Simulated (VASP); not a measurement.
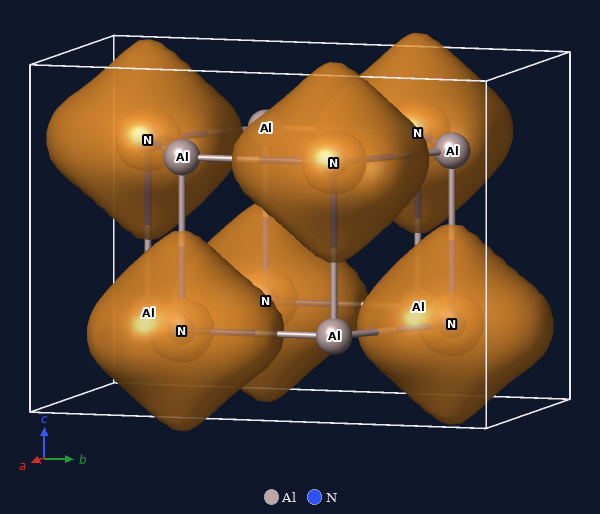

Figure 1: AlN. Isosurface of the ELF at 0.65 (orange), seen slightly off an axis. Only the valence region is drawn (cores and ρ < 0.01 e/Å³ removed). Sticks mark near contacts.

Space group Cmcm; a structure from a database of computed crystals, not necessarily the ambient phase; changed on purpose from its base cell (strain -0.0050 x Voigt [1, 0, 0, 0, 0, 0], atoms carried along); computed pressure about −7 GPa in this cell.

These are results of VASP 6.6.1, Kohn-Sham DFT of a periodic cell, LDA, VASP PAW LDA potentials, recommended, not measurements.

In a PAW calculation such maps are meaningful between the atoms, not at the nuclei.

Question: Identify the bonds, lone pairs and shells in this picture.

Answer: The ELF exceeds this value in four regions on N in which the atom's valence shell and bonds are merged, counted in one cell of 8 atoms. Regions shared between cells count once. Along the contacts the grid gives the following. Al–N (1.91 Å): the ELF peaks at about 0.85 in the valence shell of N, 0.8 Å from its nucleus, and is about 0.85 at the midpoint. Al–N (2.09 Å): the ELF peaks at about 0.85 in the valence shell of N, 0.7 Å from its nucleus, and is about 0.75 at the midpoint.

Question: Metal or insulator at this level of theory?

Answer: It is gapped, with a Kohn–Sham gap of 3.3 eV on the k-point mesh (the band edges may lie off the mesh, which would make the gap smaller).
